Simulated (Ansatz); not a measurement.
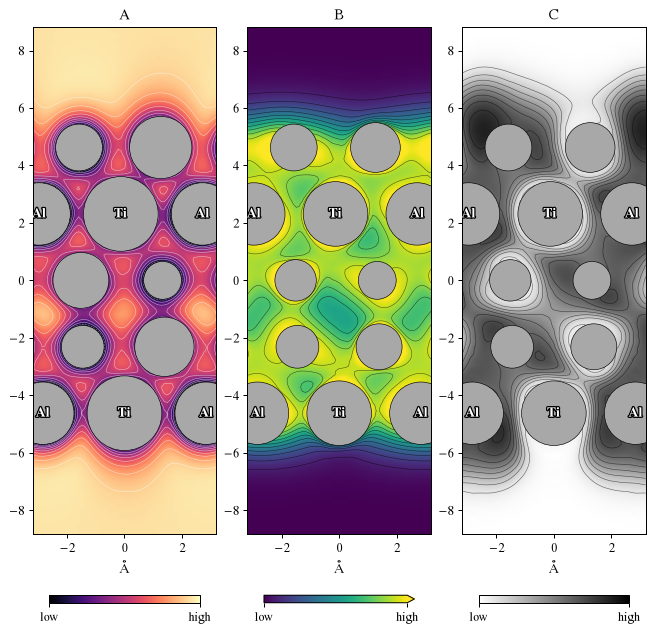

TiAl (slab): 3 fields on the (11̄0) plane of the calculation cell, a cut from vacuum to vacuum, with unlabelled colour scales. Grey discs cover the atomic cores.

Not relaxed (largest force 0.4 eV/Å); computed without spin polarisation.

Method: Ansatz, DFT r2SCAN, scalar-relativistic, plane waves, PAW.

```
CELL_PARAMETERS angstrom
2.81056 0.00000 0.00000
0.00000 4.94201 0.00000
0.00000 0.00000 24.24719
ATOMIC_POSITIONS crystal
Ti 0.00000 0.32343 0.30931
Al 0.50000 0.82343 0.30931
Ti 0.00000 0.64686 0.40466
Al 0.50000 0.14686 0.40466
Ti 0.00000 0.97029 0.50000
Al 0.50000 0.47029 0.50000
Ti 0.00000 0.29372 0.59534
Al 0.50000 0.79372 0.59534
Ti 0.00000 0.61714 0.69069
Al 0.50000 0.11714 0.69069
```

Q: Which field does each panel show? The fields are: electron localisation function, electrostatic potential energy of an electron and valence pseudo-density.

A: Panel A: electrostatic potential energy of an electron (low next to the atoms, rising into the space between them). Panel B: valence pseudo-density. Panel C: electron localisation function. From the grid: Ti–Al (2.84 Å): ρ is about 0.22 e/Å³ halfway; the ELF is about 0.45 at the midpoint.
